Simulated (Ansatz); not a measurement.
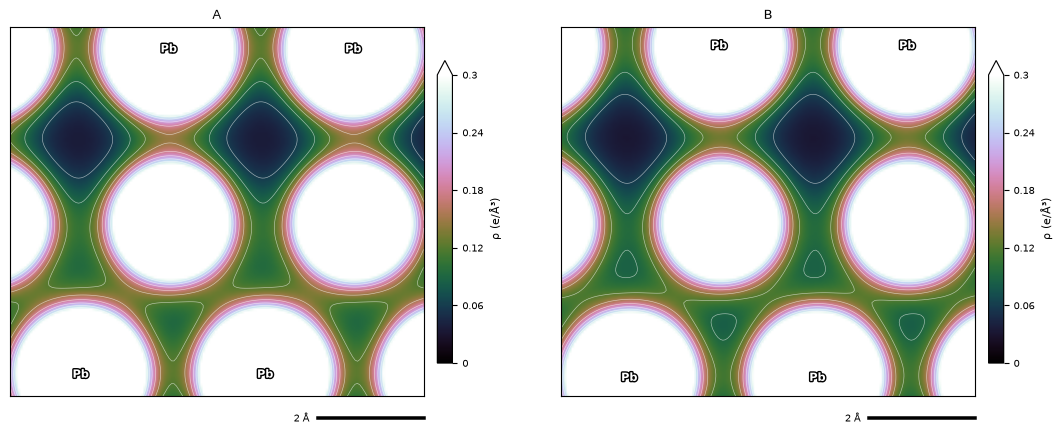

Pb. The valence pseudo-density of two cells that differ in size, on the (100) plane of each (indices in the axes of the calculation cell), at one length scale and on one colour scale: B has 33.7 Å³ an atom and A 31.8.

Space group C2/m; a structure from a database of computed crystals, not necessarily the ambient phase.

Method: Ansatz 0.2.0, Kohn-Sham DFT of a periodic cell, LDA, Ansatz PAW.

Core electrons are frozen (PAW), and the valence fields are smoothed inside the atomic spheres.

Q: What changes from the larger cell to the smaller?

A: From the larger cell to the smaller, Pb–Pb goes from 3.55 to 3.48 Å, and the density at its midpoint from 0.11 to 0.12 e/Å³; the pressure goes from −4.4 to −2.5 GPa.
